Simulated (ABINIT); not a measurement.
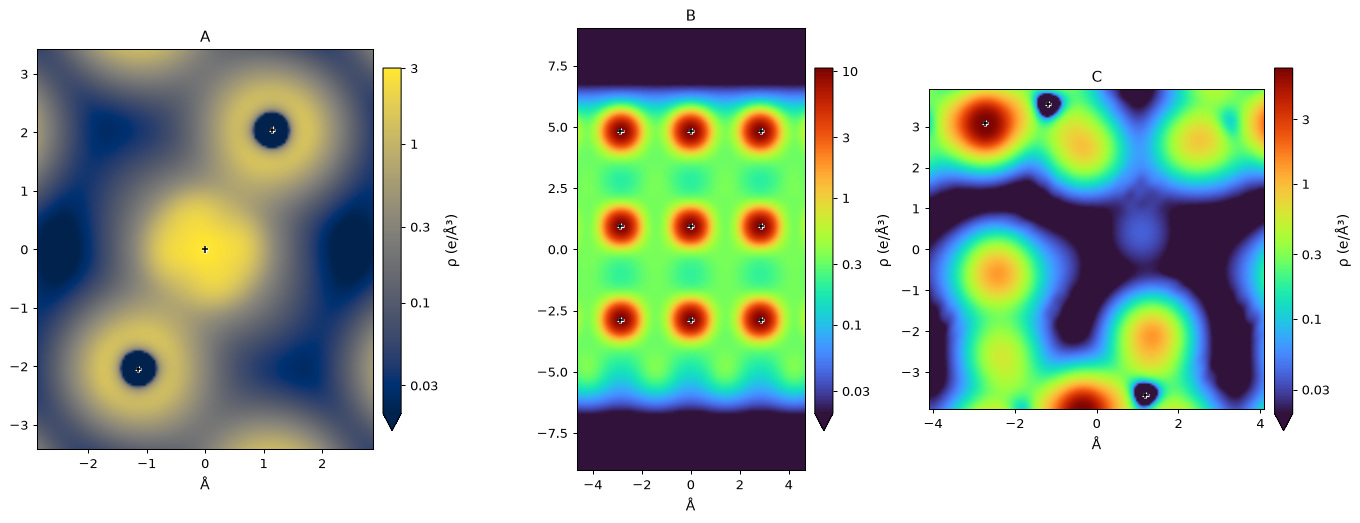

The valence charge density (pseudo) of 3 systems, each on a plane through atoms (crosses mark nuclei in the plane).

Method: Kohn-Sham DFT of a periodic cell, PBE, JTH PAW PBE v2.0 in ABINIT.

System 1: PtS$_{2}$, the (110) plane of the conventional cell. Space group P-3m1; not relaxed (largest force 1.4 eV/Å); computed pressure about 12 GPa in this cell.

```
Pt S
1.0
     3.54320    0.00000    0.00000
    -1.77160    3.06850    0.00000
     0.00000    0.00000    5.03880
Pt S
1 2
Direct
  0.00000 0.00000 0.00000
  0.66667 0.33333 0.77300
  0.33333 0.66667 0.22700
```

System 2: SiO$_{2}$, the (111) plane of the conventional cell. Space group P6₄22; a structure from a database of computed crystals, not necessarily the ambient phase; computed pressure about 3 GPa in this cell.

System 3: W (slab), the (010) plane of the calculation cell, a cut from vacuum to vacuum. 

```
W
1.0
     2.87085    0.00000    0.00000
     0.00000    2.87085    0.00000
     0.00000    0.00000   25.15000
W
6
Cartesian
  1.4354 1.4354 7.7459
  0.0000 0.0000 9.6968
  1.4354 1.4354 11.6326
  0.0000 0.0000 13.5174
  1.4354 1.4354 15.4532
  0.0000 0.0000 17.4041
```

**Which map belongs to which system?**

Panel A is system 1, PtS$_{2}$: the plane holds Pt and S. Pt–S (2.34 Å): ρ is about 0.69 e/Å³ halfway. Panel B is system 3, W: the plane holds W. W–W (2.87 Å): ρ is about 0.34 e/Å³ halfway. Panel C is system 2, SiO$_{2}$: the plane holds Si and O. Si–O (1.61 Å): ρ at the midpoint is about 1.3 e/Å³.
